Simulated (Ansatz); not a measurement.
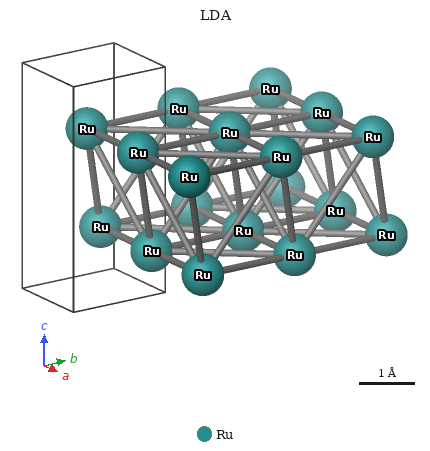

Crystalline Ru (set up in P6_3/mmc), relaxed (cell and atoms) with several functionals. The picture shows the result with LDA. A ball-and-stick model of the cell of the calculation, repeated 3 × 3 × 1 with one cell outlined, seen slightly off an axis.

Computed with Ansatz 0.2.0: Ansatz PAW. (plane-wave cutoff 500 eV; k-point mesh 11 × 11 × 6; occupations fermi-dirac; smearing width 0.05 eV; no spin polarisation; cell and atoms relaxed; force threshold 0.01 eV/Å)

| functional | volume (Å³/atom) | a (Å) | c (Å) |
| --- | --- | --- | --- |
| LDA | 13.089 | 2.673 | 4.230 |
| PBE | 13.770 | 2.720 | 4.300 |
| PBEsol | ? | ? | ? |
| r2SCAN | 13.494 | 2.702 | 4.268 |

Q: Fill in the missing row.

A: With PBEsol the volume falls between LDA (13.089) and r2SCAN (13.494). The calculation gives 13.323 Å³/atom (a = 2.689 Å, c = 4.254 Å). In order of volume: LDA < PBEsol < r2SCAN < PBE; the spread is 5.2 %.

Each member starts from this one structure; whether another phase lies lower wasn't checked.
